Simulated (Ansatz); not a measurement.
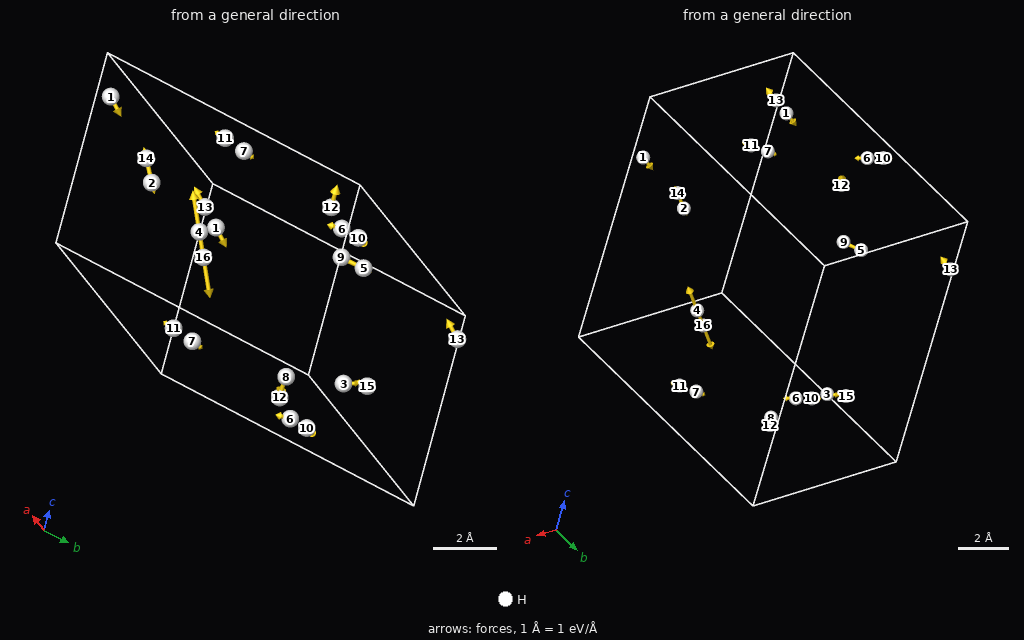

The figure gives a spheres-only picture of the atoms, viewed from two general directions. The lines enclose the simulation cell; boundary atoms appear with their images. The arrows are the computed forces on the atoms.

System: H. Theory: DFT PBEsol, scalar-relativistic, plane waves, PAW (Ansatz). Numerical settings: a plane-wave cutoff of 420 eV, k-mesh 4×4×4, Fermi-Dirac smearing of 0.16 eV, no spin polarisation.

Q: Is the structure at a minimum of the energy?

A: No. The atoms still feel forces of up to about 1.9 eV/Å, far above a usual threshold of 0.01 to 0.03 eV/Å.

Q: Which atom is pushed hardest?

A: H4 and H16, about 1.9 eV/Å.

The structure was taken from a structure listed in the Materials Project. The cell was then strained or its atoms displaced on purpose. Ansatz was used for an electronic-structure calculation on it.
